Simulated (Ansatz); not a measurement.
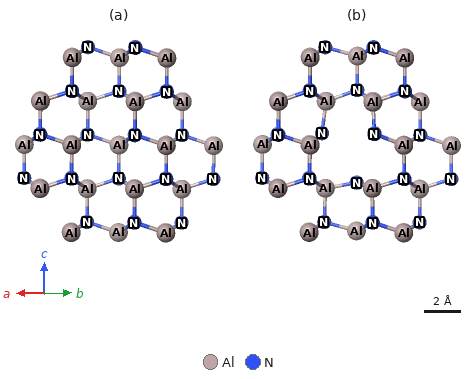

Left: perfect AlN. Right: the same region with one point defect, after relaxing the atoms in a supercell of 96 sites. The picture is a ball-and-stick view of the atoms within 6.0 Å of one point, in a slice 4.2 Å thick across the line of sight, seen along [110].

Method: Ansatz, DFT, PBEsol, PAW, plane waves. Settings: plane-wave cutoff 420 eV; k-point mesh 1 × 1 × 1; mesh shifted by (0.25, 0.25, 0.25); collinear spin. Fermi-Dirac smearing of 0.01 eV. A uniform background neutralises the charged cell. The axes drawn are those of the host's conventional cell.

What kind of defect was made?

Answer. An aluminium atom is taken out (a vacancy).

The charge state of the cell is −2.

What does the relaxation do around it?

Answer. Around the empty Al site the host had 4 N at 1.89 to 1.90 Å; after relaxation the nearest atoms are 4 N at 2.09 to 2.14 Å. Of the host's atoms, a nitrogen atom moves furthest from its site, by 0.24 Å. The cell's net moment is 1.00 μB.

Limits of the set-up: the cell is charged, on a uniform background, and energies carry no finite-size correction.
